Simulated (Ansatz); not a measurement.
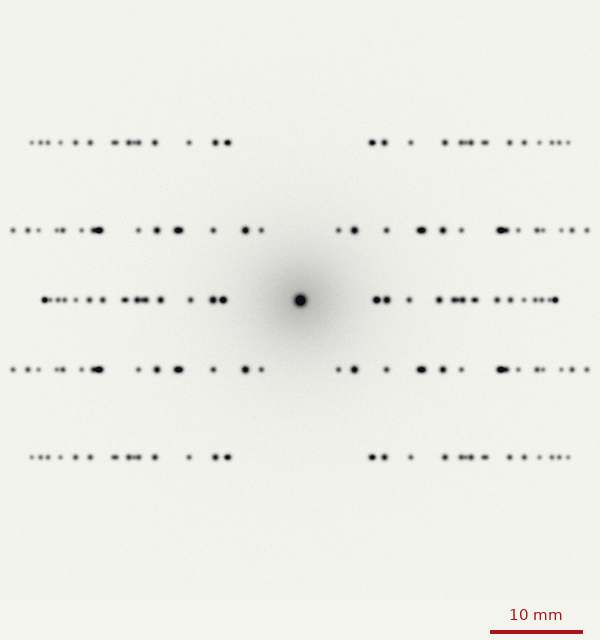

Simulated X-ray rotation photograph: Mo Kα radiation (λ = 0.7107 Å), cylindrical film of radius 28.65 mm unrolled, rotation axis vertical and normal to the beam, kinematic intensities without Lorentz or polarisation factors, the film spanning ±63° about the beam; spots down to d = 0.67 Å.

**What lattice repeat along the rotation axis do the layer lines give?**

The first layer line lies 7.7 mm from the equator, so tan ν = 0.267, sin ν = 0.258 and the period is λ/sin ν = 2.75 Å. Further lines follow at 17.3 mm.

The crystal is W, space group P6_3/mmc (No. 194), a = 2.75 Å, c = 4.89 Å (hexagonal axes). Structure: the input geometry of an electronic-structure calculation (not necessarily at equilibrium); the starting structure was generated, so it need not be a known form of this composition.

**About which axis was it rotated?**

About [100] (or an equivalent direction), whose length in the conventional cell is 2.753 Å.
